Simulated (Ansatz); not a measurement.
**AlAs (F-43m): short molecular-dynamics run, by script**

The task is a short molecular-dynamics run, for AlAs (F-43m).

Program: Ansatz 0.2.0, driven from Python. Level of theory: DFT with a functional composed in the script, plane waves, PAW. These are calculated values, not measurements.

### 1 The structure

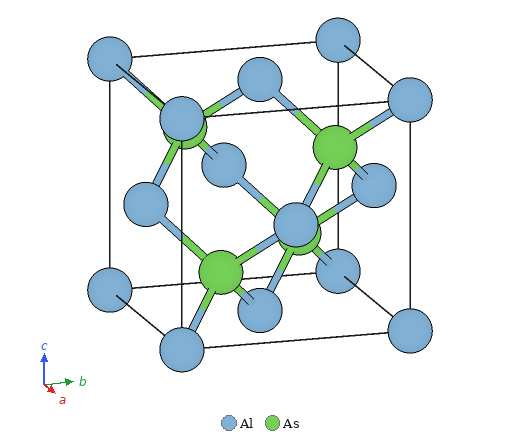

The starting structure, viewed slightly off an axis; aluminium light blue, arsenic green. The cell is the conventional one. Atoms on cell faces are repeated.

The script holds or builds the structure itself.

### 2 The code

File md_alas.py:

```python
'''Born-Oppenheimer dynamics of AlAs.'''

import ansatz as az
import numpy as np

lattice = az.Lattice.of(
    (0.0, 2.8304, 2.8304),
    (2.8304, 0.0, 2.8304),
    (2.8304, 2.8304, 0.0),
)
sites = [
    ('Al', (0.0, 0.0, 0.0)),
    ('As', (0.25, 0.25, 0.25)),
]
crystal = az.Crystal(lattice=lattice)
for symbol, position in sites:
    crystal = crystal.atom(symbol, position)

# a small cell and a short run: a test of the set-up, no statistics
setup = (
    crystal.supercell(2, 2, 1).calculation()
    .basis(24 * az.Ha, density_ratio=4)
    .pseudopotentials('paw')
    .occupations('fixed')
    .functional(exchange='rpw86', correlation='pbe')
    .kpoints(spacing=1.3)
    .mixing('msr1')
    .md('nve', timestep=2.0, steps=20, temperature=300, initial_velocities='maxwell_boltzmann', seed=22)
)
steps = []


def collect(event):
    if event['event'] == 'md_step':
        steps.append(event['data'])


done = setup.session().plan().execute(on_event=collect)
data = done.report

print(' step   t (fs)     E_pot (eV)   E_kin (eV)    T (K)')
for s in steps[::1]:
    print(f'{s["step"]:5d} {s["time_fs"]:8.1f} {s["lagrangian_ev"]:14.4f} {s["e_kin_ev"]:12.4f} {s["temperature_k"]:8.1f}')

temperature = np.array([s['temperature_k'] for s in steps])
print(f'mean temperature of the second half {temperature[len(steps) // 2 :].mean():.1f} K')

kept = np.array([s['conserved_ev'] for s in steps], float)
print(f'conserved energy drifts by {1000 * (kept[-1] - kept[0]) / len(done.lattice.sites):+.3f} meV/atom')

track = np.array([s['positions_ang'] for s in steps])
names = np.array([site.symbol for site in done.lattice.sites])
for name in sorted(set(names)):
    msd = ((track[:, names == name] - track[0, names == name]) ** 2).sum(axis=2).mean(axis=1)
    print(f'mean square displacement of {name} (A^2):', np.round(msd[:: max(len(msd) // 6, 1)], 4))
```

### 3 The run

Started as:

```sh
$ python md_alas.py
```

The log of the run:

```text
DeckWarning: md: disabling space-group detection — thermal motion breaks the input geometry's symmetry, so no spatial operation reduces the k-mesh or symmetrises the density; time reversal is kept, so that k and −k are solved as one point where they differ [...]
 step   t (fs)     E_pot (eV)   E_kin (eV)    T (K)
    0      0.0    -21743.8318       0.2714    300.0
    1      2.0    -21743.8287       0.2683    296.5
    2      4.0    -21743.8193       0.2590    286.2
    3      6.0    -21743.8044       0.2441    269.7
    4      8.0    -21743.7848       0.2246    248.2
    5     10.0    -21743.7620       0.2019    223.2
    6     12.0    -21743.7376       0.1776    196.3
    7     14.0    -21743.7132       0.1533    169.4
    8     16.0    -21743.6905       0.1307    144.4
    9     18.0    -21743.6710       0.1113    123.0
   10     20.0    -21743.6561       0.0965    106.6
   11     22.0    -21743.6466       0.0870     96.1
   12     24.0    -21743.6430       0.0833     92.1
   13     26.0    -21743.6452       0.0855     94.5
   14     28.0    -21743.6527       0.0930    102.8
   15     30.0    -21743.6648       0.1050    116.1
   16     32.0    -21743.6802       0.1203    133.0
   17     34.0    -21743.6975       0.1376    152.0
   18     36.0    -21743.7153       0.1553    171.6
   19     38.0    -21743.7321       0.1720    190.1
   20     40.0    -21743.7467       0.1865    206.1
mean temperature of the second half 132.8 K
conserved energy drifts by +0.024 meV/atom
mean square displacement of Al (A^2): [0.     0.001  0.0033 0.0057 0.0069 0.0067 0.0056]
mean square displacement of As (A^2): [0.     0.0003 0.001  0.0021 0.0034 0.0048 0.0063]
```

(Warnings from the package without file and line, shortened.)

Wall time 33 s (1 thread of Arm Neoverse V2, shared host); peak memory 0.59 GiB.

### 4 What the script built

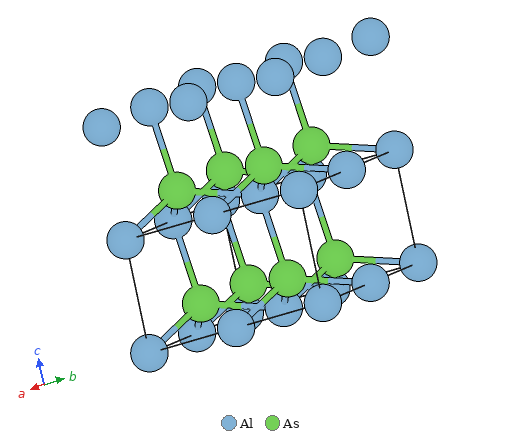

The cell of the run as the script built it (8 atoms; aluminium light blue, arsenic green).

Lines on the test bed's own set-up are left out of the output.

### 5 What the engine kept of the run

The report of the run holds:

```csv
item,value
SCF cycles in all,88
k-points solved,2
plane waves,6919
bands,44
valence electrons,72
free energy (eV),-21743.74668
Fermi level (eV),6.815
"lowest empty less highest filled level on the mesh, by band count (eV)",1.242
```

### 6 The trajectory

Step by step:

```csv
time (fs),T (K),change of potential energy (meV/atom),change of conserved energy (meV/atom),mean square move (Å²)
0.0,300,0.0,0.00,0.0000
2.0,296,0.4,0.00,0.0001
4.0,286,1.6,0.01,0.0003
6.0,270,3.4,0.01,0.0006
8.0,248,5.9,0.02,0.0010
10.0,223,8.7,0.04,0.0016
12.0,196,11.8,0.05,0.0021
14.0,169,14.8,0.06,0.0027
16.0,144,17.7,0.07,0.0033
18.0,123,20.1,0.08,0.0039
20.0,107,22.0,0.09,0.0044
22.0,96,23.2,0.10,0.0048
24.0,92,23.6,0.10,0.0052
26.0,94,23.3,0.09,0.0054
28.0,103,22.4,0.08,0.0056
30.0,116,20.9,0.08,0.0058
32.0,133,19.0,0.06,0.0058
34.0,152,16.8,0.05,0.0059
36.0,172,14.6,0.04,0.0060
38.0,190,12.5,0.03,0.0060
40.0,206,10.6,0.02,0.0062
```

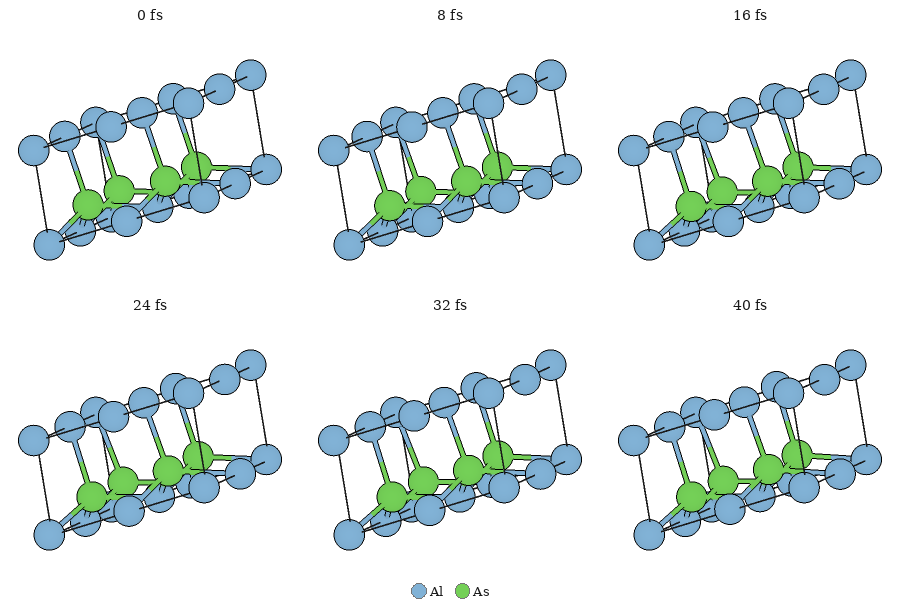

Six frames of the run. Sticks are drawn by distance alone, so a stretched bond can lose its stick. Atoms on the cell's faces are repeated.

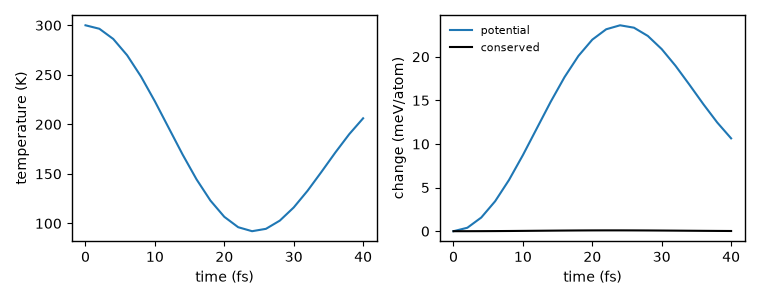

Temperature and energies against time.

Positions (Å) and forces (eV/Å) at 40.0 fs:

```xyz
8
Lattice="0.000 5.661 5.661 5.661 0.000 5.661 2.830 2.830 0.000" Properties=species:S:1:pos:R:3:forces:R:3 pbc="T T T"
Al   -0.057    0.079   -0.012   -0.056   -0.716    0.045
As    1.401    1.338    1.399   -0.026    0.622   -0.008
Al    2.880   -0.005    2.793    0.022    0.145    0.013
As    4.255    1.498    4.201   -0.026   -0.069   -0.027
Al    0.013    2.757    2.862   -0.149    0.277    0.075
As    1.382    4.232    4.346   -0.294    0.173   -0.526
Al    2.830    2.852    5.656    0.186   -0.045    0.167
As    4.282    4.246    7.045    0.343   -0.388    0.260
```

### 7 What came out

| quantity | value |
| --- | --- |
| free energy | -21743.7467 eV (of the supercell) |
| length of the run | 20 steps, 40 fs |
| mean temperature, second half | 133 K |
| farthest move | 0.13 Å |
| largest change of the conserved energy | 0.10 meV/atom |

The temperature swings between 92 and 300 K, with a mean of 133 K in the second half; from a start near a minimum about half of the kinetic energy passes into potential energy. The conserved energy stays within 0.10 meV/atom, so the time step holds. A run of 40 fs is far too short for averages. What to keep in mind:
- The k-point mesh is coarse, and energy and stress weren't tested for convergence.
- A small cell, a coarse mesh and a very short run: it shows the set-up and gives no equilibrium averages.
